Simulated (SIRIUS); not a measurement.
System: PbS, space group P-6m2 (No. 187).

The given structure:
```cif
data_structure
_symmetry_space_group_name_H-M 'P 1'
_symmetry_Int_Tables_number 1
_cell_length_a 4.0897
_cell_length_b 4.0897
_cell_length_c 3.7882
_cell_angle_alpha 90.000
_cell_angle_beta 90.000
_cell_angle_gamma 120.000
_cell_volume 54.87
loop_
_atom_site_label
_atom_site_type_symbol
_atom_site_fract_x
_atom_site_fract_y
_atom_site_fract_z
_atom_site_occupancy
Pb1 Pb 0.00000 0.00000 0.00000 1
S1 S 0.66667 0.33333 0.50000 1
```

Calculation (SIRIUS 7.12.0): all-electron LAPW DFT, no spin polarisation; energies at scaled volumes of the given cell, shape and fractions fixed, counted from the fit's minimum, third-order Birch-Murnaghan fit. Level: PBEsol.

- k mesh: 8×8×7
- occupations: Fermi–Dirac
- smearing width: 0.05 eV
- potentials: all electron FP LAPW
- program settings: basis apw+lo standard, gk cutoff 3.41 1/bohr, pw cutoff 20 1/bohr

What does the calculation give for the energy against volume? The volume takes the values 25.79, 26.34, 26.89, 27.44, 27.98, 28.53, 29.08 Å³/atom.

A third-order Birch–Murnaghan fit gives V0 = 25.93 Å³/atom, B0 = 55.5 GPa and B′ = 4.2. The energy rises from 0.15 meV/atom at volume 25.79 Å³/atom to 54.58 meV/atom at 29.08 Å³/atom.

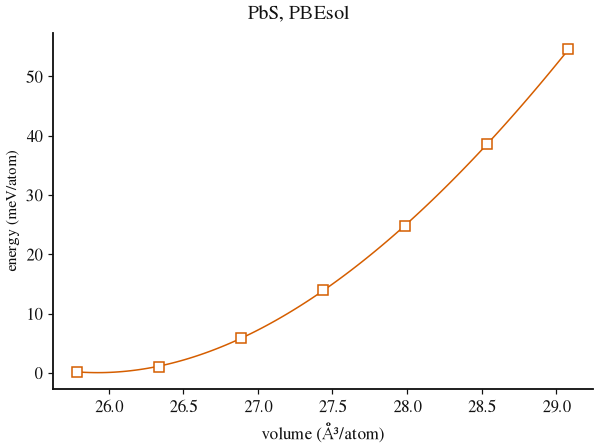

Keep in mind: spin-orbit coupling left out, heavy elements; shape and atomic fractions are frozen while scaling, which makes layered, chain and framework solids too stiff.
